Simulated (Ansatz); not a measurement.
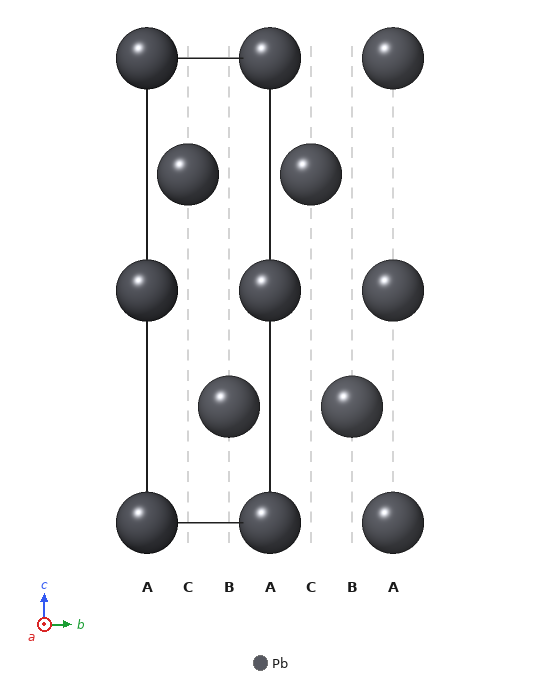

Projection along an edge of the hexagonal mesh, stacking direction c upwards. The dashed lines mark the three columns A (0, 0), B (1/3, 2/3) and C (2/3, 1/3). The sequence starts with the first layer at or above the cell's origin.

Pb: the end point of a relaxation at a target pressure of 1 GPa with DFT r2SCAN, scalar-relativistic, plane waves, PAW in Ansatz 0.2.0.

**Give the sequence of layers in one repeat, with element and column.**

Pb(A) – Pb(B) – Pb(A) – Pb(C) (four layers in 11.45 Å).

**Taking all atoms as equal spheres, what packing is it?**

As equal spheres, ABAC: a mixed close packing, (ch) in Jagodzinski's notation.

**What short polytype symbol fits?**

Polytype symbol 4H, Ramsdell's symbol (number of layers in the repeat and lattice).

Heights of the layers:

| layer | atoms (column) | height (Å) | to next (Å) |
| --- | --- | --- | --- |
| 1 | Pb(A) | 0.00 | 2.86 |
| 2 | Pb(B) | 2.86 | 2.86 |
| 3 | Pb(A) | 5.73 | 2.86 |
| 4 | Pb(C) | 8.59 | 2.86 |
